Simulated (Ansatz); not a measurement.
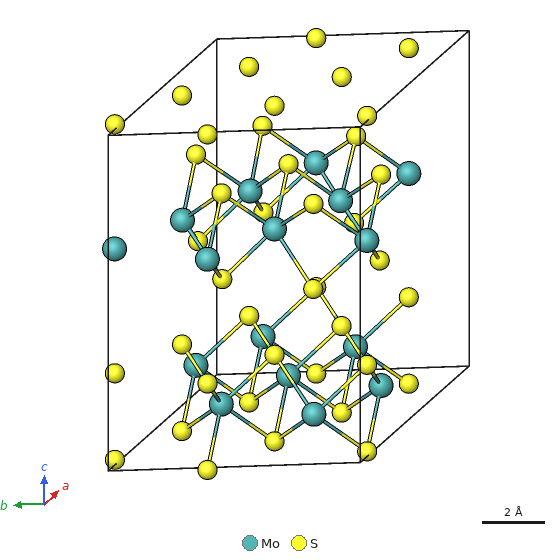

Drawn in the ball-and-stick manner and seen from a general direction. The frame is the supercell; atoms at its boundary are shown with their periodic copies. The host is MoS2, in a cell of 42 sites, and the cell carries a charge of -1.

**Which defect is modelled here, and what are its neighbours?**

A sulfur vacancy. Around the empty site lie three Mo at about 2.4 Å.

Computational set-up: DFT LDA, scalar-relativistic, plane waves, PAW in Ansatz, wavefunction cutoff 420 eV, Brillouin-zone sampling on a 2×2×2 mesh, Gaussian smearing of 0.01 eV, collinear spins.

**Does the defect carry a magnetic moment?**

Yes, 0.5 μB in the cell.

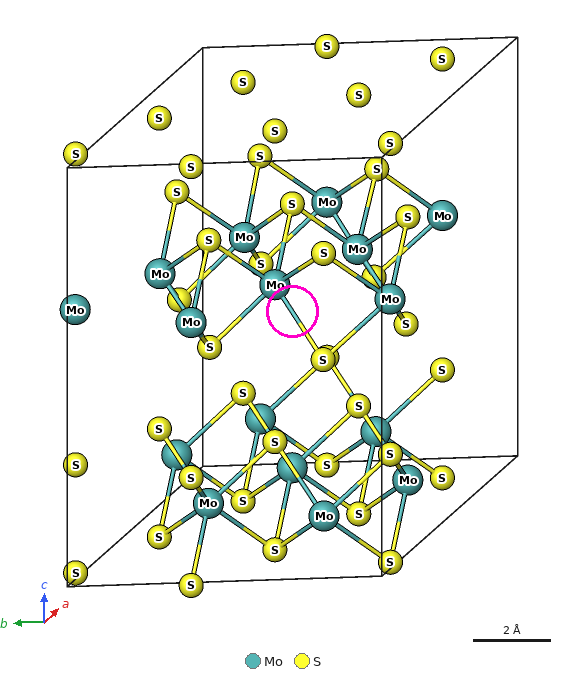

The same cell with a ring at the defect's site.

The atoms were relaxed in the host's cell with Ansatz 0.2.0, DFT LDA, scalar-relativistic, plane waves, PAW.
